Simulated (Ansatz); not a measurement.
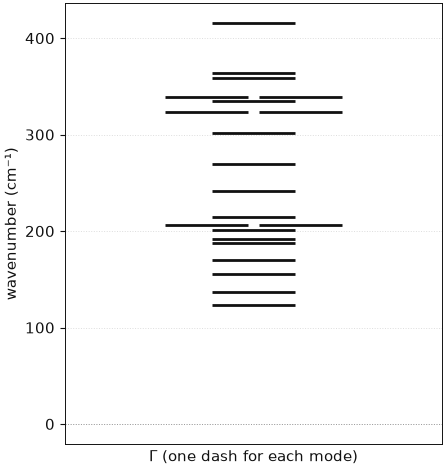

Plotted: zone-centre optical phonon frequencies (the three acoustic modes are left out) for Al₃Ni₅, space group Cmmm (No. 65).

Starting cell:
```
CELL_PARAMETERS angstrom
3.23409 -3.67048 0.00000
3.23409 3.67048 0.00000
0.00000 0.00000 3.69493
ATOMIC_POSITIONS crystal
Al 0.50000 0.50000 0.00000
Al 0.77979 0.22021 0.50000
Al 0.22021 0.77979 0.50000
Ni 0.00000 0.00000 0.00000
Ni 0.00000 0.50000 0.00000
Ni 0.50000 0.00000 0.00000
Ni 0.27686 0.27686 0.50000
Ni 0.72314 0.72314 0.50000
```

How it was computed, with Ansatz 0.2.0: harmonic phonon frequencies at the zone centre with atoms at rest in the given cell, without the long-range term of polar modes, the three translations left out, imaginary frequencies are negative; plane waves with PAW datasets, Γ-centred k mesh. Level: LDA, no spin polarisation.

wave cutoff 420 eV; k mesh 8×8×10; occupations Fermi–Dirac; smearing width 0.15 eV; pressure 0 GPa; phonon method linear response.

Q: Are there unstable modes?

A: No frequency is imaginary, so the structure is stable to these displacements (zone-boundary modes weren't tested here).

Q: Where does the highest mode lie?

A: The highest mode lies at 415.3 cm⁻¹.

Caveats: metal sensitive to the k mesh; no spin polarisation, a magnetic state may lie lower; unstable at wavevector.

The computed values:

| frequency (cm⁻¹) |
| --- |
| 123.4 |
| 136.4 |
| 156.0 |
| 170.1 |
| 187.2 |
| 191.4 |
| 201.0 |
| 206.5 |
| 207.3 |
| 214.8 |
| 241.7 |
| 269.8 |
| 301.5 |
| 323.0 |
| 326.1 |
| 334.7 |
| 338.9 |
| 340.0 |
| 358.8 |
| 364.1 |
| 415.3 |
